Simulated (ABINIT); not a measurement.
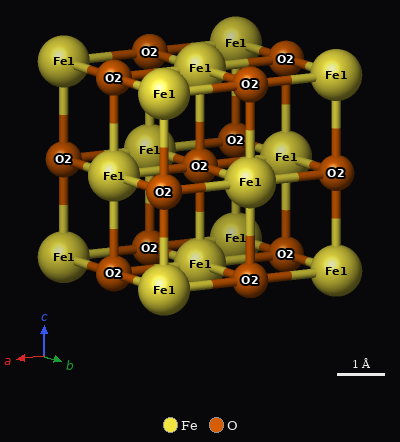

*The structure as given in the input (ball-and-stick view of the cell 4 times as large as that of the calculation, set on its symmetry axes, seen at an oblique angle; atoms are numbered from 1 in the order of the input).*

## Single-point calculation, with input and output: FeO

System: FeO (Fm-3m, 2 atoms in the cell).
Method: Kohn-Sham DFT of a periodic cell, PBE, JTH PAW PBE v2.0, spin-polarised (ABINIT 10.8.3).

The structure derives from an entry of the Crystallography Open Database.

Output:
```
.Version 10.8.3 of ABINIT
 Symmetries : space group Fm -3 m (#225); Bravais cF (face-center cubic)
================================================================================
 Values of the parameters that define the memory need of the present run
     intxc =       0    ionmov =       0      iscf =      17    lmnmax =      18
     lnmax =       6     mgfft =      27  mpssoang =       3    mqgrid =    3001
     natom =       2  nloc_mem =       2    nspden =       2   nspinor =       1
    nsppol =       2      nsym =      48    n1xccc =       1    ntypat =       2
    occopt =       3   xclevel =       2
       mpw =         720          nfft =       19683          nkpt =          35
 PAW method is used; the additional fine FFT grid is defined by:
   mgfftf=        36    nfftf =     46656
================================================================================
================================================================================

--------------------------------------------------------------------------------
------------- Echo of variables that govern the present computation ------------
--------------------------------------------------------------------------------
 -outvars: echo values of preprocessed input variables --------
            acell      1.0000000000E+00  1.0000000000E+00  1.0000000000E+00 Bohr
              amu      5.58470000E+01  1.59994000E+01
             ecut      2.30000000E+01 Hartree
           enunit           1
              ixc          11
         kptrlatt        9    0    0      0    9    0      0    0    9
          kptrlen      5.18422990E+01
            natom           2
            nband          16
            ngfft          27      27      27
          ngfftdg          36      36      36
             nkpt          35
           nspden           2
           nsppol           2
            nstep         100
             nsym          48
           ntypat           2
           occopt           3
        pawecutdg      4.50000000E+01 Hartree
         pawxcdev           0
           prtden           0
        prtebands           0
           prteig           0
            prtwf           0
            rprim      0.0000000000E+00  4.0731156890E+00  4.0731156890E+00
                       4.0731156890E+00  0.0000000000E+00  4.0731156890E+00
                       4.0731156890E+00  4.0731156890E+00  0.0000000000E+00
          spgroup         225
           spinat      0.0000000000E+00  0.0000000000E+00  3.0000000000E+00
                       0.0000000000E+00  0.0000000000E+00  0.0000000000E+00
           tolvrs      1.00000000E-09
           tsmear      1.83746611E-03 Hartree
            typat      1  2
           useylm           1
           xangst      0.0000000000E+00  0.0000000000E+00  0.0000000000E+00
                       2.1553999985E+00  2.1553999985E+00  2.1553999985E+00
            xcart      0.0000000000E+00  0.0000000000E+00  0.0000000000E+00
                       4.0731156890E+00  4.0731156890E+00  4.0731156890E+00
             xred      0.0000000000E+00  0.0000000000E+00  0.0000000000E+00
                       5.0000000000E-01  5.0000000000E-01  5.0000000000E-01
            znucl       26.00000    8.00000

================================================================================

 chkinp: Checking input parameters for consistency.

================================================================================
== DATASET  1 ==================================================================

--- !DatasetInfo
iteration_state: {dtset: 1, }
dimensions: {natom: 2, nkpt: 35, mband: 16, nsppol: 2, nspinor: 1, nspden: 2, mpw: 720, }
cutoff_energies: {ecut:  23.0, pawecutdg:  45.0, }
electrons: {nelect:   2.20000000E+01, charge:   0.00000000E+00, occopt:   3.00000000E+00, tsmear:   1.83746611E-03, }
meta: {optdriver: 0, ionmov: 0, optcell: 0, iscf: 17, paral_kgb: 0, }
...

 Exchange-correlation functional for the present dataset will be:
  GGA: Perdew-Burke-Ernzerhof functional - ixc=11
  J.P.Perdew, K.Burke, M.Ernzerhof, PRL 77, 3865 (1996)

 Real(R)+Recip(G) space primitive vectors, cartesian coordinates (Bohr,Bohr^-1):
 R(1)=  0.0000000  4.0731157  4.0731157  G(1)= -0.1227561  0.1227561  0.1227561
 R(2)=  4.0731157  0.0000000  4.0731157  G(2)=  0.1227561 -0.1227561  0.1227561
 R(3)=  4.0731157  4.0731157  0.0000000  G(3)=  0.1227561  0.1227561 -0.1227561
 Unit cell volume ucvol=  1.3514819E+02 bohr^3
 Angles (23,13,12)=  6.00000000E+01  6.00000000E+01  6.00000000E+01 degrees

 Coarse grid specifications (used for wave-functions):

 getcut: wavevector=  0.0000  0.0000  0.0000  ngfft=  27  27  27
         ecut(hartree)=     23.000   => boxcut(ratio)=   2.09384

 Fine grid specifications (used for densities):

 getcut: wavevector=  0.0000  0.0000  0.0000  ngfft=  36  36  36
         ecut(hartree)=     45.000   => boxcut(ratio)=   2.06961

--- Pseudopotential description ------------------------------------------------
- pspini: atom type   1  psp file is ./Fe.GGA_PBE-JTH.xml
 Pseudopotential format is: paw10
 basis_size (lnmax)=  6 (lmn_size= 18), orbitals=   0   0   1   1   2   2
 Spheres core radius: rc_sph= 2.11531574
 Shapefunction is SIN type: shapef(r)=[sin(pi*r/rshp)/(pi*r/rshp)]**2
 Radius for shape functions =  1.80687083
 Compensation charge density is not taken into account in XC energy/potential

- pspini: atom type   2  psp file is ./O.GGA_PBE-JTH.xml
 Pseudopotential format is: paw10
 basis_size (lnmax)=  4 (lmn_size=  8), orbitals=   0   0   1   1
 Spheres core radius: rc_sph= 1.41465230
 Shapefunction is SIN type: shapef(r)=[sin(pi*r/rshp)/(pi*r/rshp)]**2
 Radius for shape functions =  1.20231231
 Compensation charge density is not taken into account in XC energy/potential

   7.84782077E+02                                ecore*ucvol(ha*bohr**3)
--------------------------------------------------------------------------------

================================================================================

--- !BeginCycle
iteration_state: {dtset: 1, }
solver: {iscf: 17, nstep: 100, nline: 4, wfoptalg: 10, }
tolerances: {tolvrs: 1.00E-09, }
...

     iter   Etot(hartree)      deltaE(h)  residm     nres2   difmagsph maxmagsph
 ETOT  1  -138.93906636538    -1.389E+02 2.081E+01 2.884E+02 1.426E+00 1.426E+00
 ETOT  2  -142.17071639361    -3.232E+00 2.845E-01 1.385E+03 1.370E+00 5.667E-02
 ETOT  3  -140.53671603396     1.634E+00 6.707E-01 2.365E+01 2.616E+00 2.673E+00
 ETOT  4  -140.56343628022    -2.672E-02 5.004E-02 1.710E+01 1.922E-01 2.865E+00
 ETOT  5  -140.56341138741     2.489E-05 1.537E-01 7.779E+00 2.044E-01 3.069E+00
 ETOT  6  -140.56577103364    -2.360E-03 8.872E-03 7.720E+00 1.694E-01 3.239E+00
 ETOT  7  -140.56189542038     3.876E-03 1.949E-03 8.760E+00 2.776E-01 2.961E+00
 ETOT  8  -140.56136399199     5.314E-04 2.885E-04 8.881E+00 2.816E-02 2.933E+00
 ETOT  9  -140.52822510452     3.314E-02 9.243E-03 9.349E+00 1.750E+00 1.182E+00
 ETOT 10  -138.47869645089     2.050E+00 5.365E-01 3.810E+02 3.870E+00 5.052E+00
 ETOT 11  -140.56172211859    -2.083E+00 8.495E-01 3.400E+00 1.555E+00 3.497E+00
 ETOT 12  -140.57335983535    -1.164E-02 5.189E-03 2.275E+00 8.881E-02 3.586E+00
 ETOT 13  -140.57359360132    -2.338E-04 1.930E-04 1.492E+00 5.772E-03 3.592E+00
 ETOT 14  -140.57486300314    -1.269E-03 7.481E-04 1.917E-01 1.402E-02 3.606E+00
 ETOT 15  -140.57482587051     3.713E-05 1.233E-04 3.613E-01 1.383E-02 3.592E+00
 ETOT 16  -140.57504635783    -2.205E-04 1.576E-04 4.098E-02 8.428E-03 3.595E+00
 ETOT 17  -140.57509121402    -4.486E-05 1.637E-05 5.653E-02 2.241E-03 3.597E+00
 ETOT 18  -140.57509031409     8.999E-07 1.641E-06 6.174E-02 3.068E-04 3.597E+00
 ETOT 19  -140.57504612134     4.419E-05 5.946E-05 5.355E-03 8.624E-03 3.589E+00
 ETOT 20  -140.57505577893    -9.658E-06 5.006E-06 3.277E-04 3.769E-03 3.589E+00
 ETOT 21  -140.57505625171    -4.728E-07 5.866E-07 1.877E-04 6.948E-04 3.590E+00
 ETOT 22  -140.57505621856     3.315E-08 1.712E-07 1.189E-05 4.275E-04 3.589E+00
 ETOT 23  -140.57505621553     3.034E-09 3.839E-08 2.055E-06 9.866E-05 3.589E+00
 ETOT 24  -140.57505621632    -7.867E-10 8.804E-09 1.734E-07 4.537E-05 3.589E+00
 ETOT 25  -140.57505621651    -1.892E-10 1.651E-08 1.942E-08 4.197E-06 3.589E+00
 ETOT 26  -140.57505621651    -4.150E-12 1.956E-09 8.595E-09 6.200E-06 3.589E+00
 ETOT 27  -140.57505621651     3.979E-12 1.941E-09 3.771E-10 2.322E-06 3.589E+00

 At SCF step   27       nres2   =  3.77E-10 < tolvrs=  1.00E-09 =>converged.

 Cartesian components of stress tensor (hartree/bohr^3)
  sigma(1 1)=  3.23271175E-05  sigma(3 2)=  0.00000000E+00
  sigma(2 2)=  3.23271175E-05  sigma(3 1)=  0.00000000E+00
  sigma(3 3)=  3.23271175E-05  sigma(2 1)=  0.00000000E+00

--- !ResultsGS
iteration_state: {dtset: 1, }
comment   : Summary of ground state results
lattice_vectors:
- [  0.0000000,   4.0731157,   4.0731157, ]
- [  4.0731157,   0.0000000,   4.0731157, ]
- [  4.0731157,   4.0731157,   0.0000000, ]
lattice_lengths: [   5.76026,    5.76026,    5.76026, ]
lattice_angles: [ 60.000,  60.000,  60.000, ] # degrees, (23, 13, 12)
lattice_volume:   1.3514819E+02
convergence: {deltae:  3.979E-12, res2:  3.771E-10, residm:  1.941E-09, diffor: null, }
etotal    :  -1.40575056E+02
entropy   :   0.00000000E+00
fermie    :   3.07637565E-01
cartesian_stress_tensor: # hartree/bohr^3
- [  3.23271175E-05,   0.00000000E+00,   0.00000000E+00, ]
- [  0.00000000E+00,   3.23271175E-05,   0.00000000E+00, ]
- [  0.00000000E+00,   0.00000000E+00,   3.23271175E-05, ]
pressure_GPa:  -9.5110E-01
xred      :
- [  0.0000E+00,   0.0000E+00,   0.0000E+00, Fe]
- [  5.0000E-01,   5.0000E-01,   5.0000E-01,  O]
cartesian_forces: # hartree/bohr
- [ -0.00000000E+00,  -0.00000000E+00,  -0.00000000E+00, ]
- [ -0.00000000E+00,  -0.00000000E+00,  -0.00000000E+00, ]
force_length_stats: {min:   0.00000000E+00, max:   0.00000000E+00, mean:   0.00000000E+00, }
...

 Integrated electronic and magnetization densities in atomic spheres:
 ------------------------------------------------------------------------------------------------------------
 Radius=ratsph(iatom), smearing ratsm=  0.0000. Diff(up-dn)=approximate z local magnetic moment.
    Atom    Radius    up_density   dn_density  Total(up+dn)  Diff(up-dn)
    1 Fe   2.11532     8.858638     5.269300     14.127938     3.589338
    2  O   1.41465     2.409805     2.124344      4.534149     0.285462
 ------------------------------------------------------------------------------------------------------------
  Sum:                11.268443     7.393644     18.662087     3.874800
 Total magnetization (from the atomic spheres):                3.874800
 Total magnetization (exact up - dn):                          4.001074

================================================================================

 ----iterations are completed or convergence reached----

 Mean square residual over all n,k,spin=   22.635E-13; max=  19.405E-10
 reduced coordinates (array xred) for    2 atoms
       0.000000000000      0.000000000000      0.000000000000
       0.500000000000      0.500000000000      0.500000000000
 rms dE/dt=  0.0000E+00; max dE/dt=  0.0000E+00; dE/dt below (all hartree)
    1       0.000000000000      0.000000000000      0.000000000000
    2       0.000000000000      0.000000000000      0.000000000000

 cartesian coordinates (angstrom) at end:
    1      0.00000000000000     0.00000000000000     0.00000000000000
    2      2.15539999852802     2.15539999852802     2.15539999852802

 cartesian forces (hartree/bohr) at end:
    1     -0.00000000000000    -0.00000000000000    -0.00000000000000
    2     -0.00000000000000    -0.00000000000000    -0.00000000000000
 frms,max,avg= 0.0000000E+00 0.0000000E+00   0.000E+00  0.000E+00  0.000E+00 h/b

 cartesian forces (eV/Angstrom) at end:
    1     -0.00000000000000    -0.00000000000000    -0.00000000000000
    2     -0.00000000000000    -0.00000000000000    -0.00000000000000
 frms,max,avg= 0.0000000E+00 0.0000000E+00   0.000E+00  0.000E+00  0.000E+00 e/A
 length scales=  1.000000000000  1.000000000000  1.000000000000 bohr
              =  0.529177210544  0.529177210544  0.529177210544 angstroms
 Fermi (or HOMO) energy (eV) =   8.37124   Average Vxc (eV)= -11.93982
 Eigenvalues (   eV  ) for nkpt=  35  k points, SPIN UP:
 kpt#   1, nband= 16, wtk=  0.00137, kpt=  0.0000  0.0000  0.0000 (reduced coord)
 -81.52802  -47.55411  -47.55411  -47.55411  -12.40886    4.51382    4.51382    4.51382
   4.51819    4.51819    4.51819    4.71508    4.71508    8.39013   23.68019   25.32451
 prteigrs : prtvol=0 or 1, do not print more k-points.

 Eigenvalues (   eV  ) for nkpt=  35  k points, SPIN DOWN:
 kpt#   1, nband= 16, wtk=  0.00137, kpt=  0.0000  0.0000  0.0000 (reduced coord)
 -77.35975  -43.48254  -43.48254  -43.48254  -11.88579    5.06002    5.06002    5.06002
   7.65996    7.65996    7.65996    8.60804    8.60804    9.18809   23.62822   26.25406
 prteigrs : prtvol=0 or 1, do not print more k-points.

--- !EnergyTerms
iteration_state     : {dtset: 1, }
comment             : Components of total free energy in Hartree
kinetic             :  1.96433336080417E+01
hartree             :  3.02859289501468E+01
xc                  : -6.28790076707291E+00
Ewald energy        : -9.50137780098255E+01
psp_core            :  5.80682641321276E+00
local_psp           : -8.49453651113327E+01
PAW spherical_terms : -1.00637187308522E+01
internal            : -1.40574673647682E+02
'-kT*entropy'       : -3.83221467901637E-04
total_energy        : -1.40575056869150E+02
total_energy_eV     : -3.82524216901719E+03
...

--- !EnergyTermsDC
iteration_state     : {dtset: 1, }
comment             : '"Double-counting" decomposition of free energy'
band_energy         : -1.48473113232863E+01
Ewald energy        : -9.50137780098255E+01
psp_core            :  5.80682641321276E+00
xc_dc               : -2.83964819730576E+01
PAW spherical_terms : -8.12392810208078E+00
internal            : -1.40574672995037E+02
'-kT*entropy'       : -3.83221467901637E-04
total_energy_dc     : -1.40575056216505E+02
total_energy_dc_eV  : -3.82524215125782E+03
...

--- !EnergyTermsWithPAWCore
iteration_state     : {dtset: 1, }
comment             : 'Components of total free energy, including PAW core contributions'
Total energy        : -1.34803021865118E+03
Total energy DC     : -1.34803021799854E+03
Total energy (eV)   : -3.66817709509715E+04
Total energy DC (eV): -3.66817709332122E+04
...

 Cartesian components of stress tensor (hartree/bohr^3)
  sigma(1 1)=  3.23271175E-05  sigma(3 2)=  0.00000000E+00
  sigma(2 2)=  3.23271175E-05  sigma(3 1)=  0.00000000E+00
  sigma(3 3)=  3.23271175E-05  sigma(2 1)=  0.00000000E+00

-Cartesian components of stress tensor (GPa)         [Pressure= -9.5110E-01 GPa]
- sigma(1 1)=  9.51096633E-01  sigma(3 2)=  0.00000000E+00
- sigma(2 2)=  9.51096633E-01  sigma(3 1)=  0.00000000E+00
- sigma(3 3)=  9.51096633E-01  sigma(2 1)=  0.00000000E+00

== END DATASET(S) ==============================================================
================================================================================

 -outvars: echo values of variables after computation  --------
            acell      1.0000000000E+00  1.0000000000E+00  1.0000000000E+00 Bohr
           etotal     -1.4057505622E+02
            fcart     -0.0000000000E+00 -0.0000000000E+00 -0.0000000000E+00
                      -0.0000000000E+00 -0.0000000000E+00 -0.0000000000E+00
            rprim      0.0000000000E+00  4.0731156890E+00  4.0731156890E+00
                       4.0731156890E+00  0.0000000000E+00  4.0731156890E+00
                       4.0731156890E+00  4.0731156890E+00  0.0000000000E+00
           strten      3.2327117496E-05  3.2327117496E-05  3.2327117496E-05
                       0.0000000000E+00  0.0000000000E+00  0.0000000000E+00
           xangst      0.0000000000E+00  0.0000000000E+00  0.0000000000E+00
                       2.1553999985E+00  2.1553999985E+00  2.1553999985E+00
             xred      0.0000000000E+00  0.0000000000E+00  0.0000000000E+00
                       5.0000000000E-01  5.0000000000E-01  5.0000000000E-01
 Calculation completed.
```

This output came from the following input.

Input file:
```
# Pseudopotentials
pp_dirpath "./"
pseudos "Fe.GGA_PBE-JTH.xml, O.GGA_PBE-JTH.xml"

# Structure
acell 3*1.0
rprim
     0.0000000000     4.0731156890     4.0731156890
     4.0731156890     0.0000000000     4.0731156890
     4.0731156890     4.0731156890     0.0000000000
ntypat 2
znucl 26 8
natom 2
typat 1 2
xred
     0.0000000000     0.0000000000     0.0000000000
     0.5000000000     0.5000000000     0.5000000000

# Plane-wave basis
ecut 23.0
pawecutdg 45.0

# k points
kptopt 1
ngkpt 9 9 9
nshiftk 1
shiftk 0.0 0.0 0.0

# Exchange and correlation
ixc 11

# Bands and occupations
nband 16
occopt 3
tsmear 0.05 eV

# Spin
nsppol 2
spinat
     0.0000000000     0.0000000000     3.0000000000
     0.0000000000     0.0000000000     0.0000000000

# SCF cycle
nstep 100
tolvrs 1.0e-9

# Output
iomode 3
prtwf 0
prtden 0
prteig 0
prtebands 0
enunit 1
```

Run as:
```bash
abinit run.abi > log 2>&1
```

Summary:

- outcome: converged
- space group (tolerance 0.01 Å): Fm-3m (225)
- electrons treated: 22
- free energy: −3825.2422 eV
- Fermi energy: 8.371 eV
- gap on the k-point mesh: none (metallic)
- net moment of the cell: 4.00 μB
- pressure: −0.95 GPa
- largest force (length of the vector): under 0.001 eV/Å
- hardware: 1 thread of Arm Neoverse V2, 24 GiB of memory available, shared host
- wall time: 54 s
- peak memory: 0.13 GiB
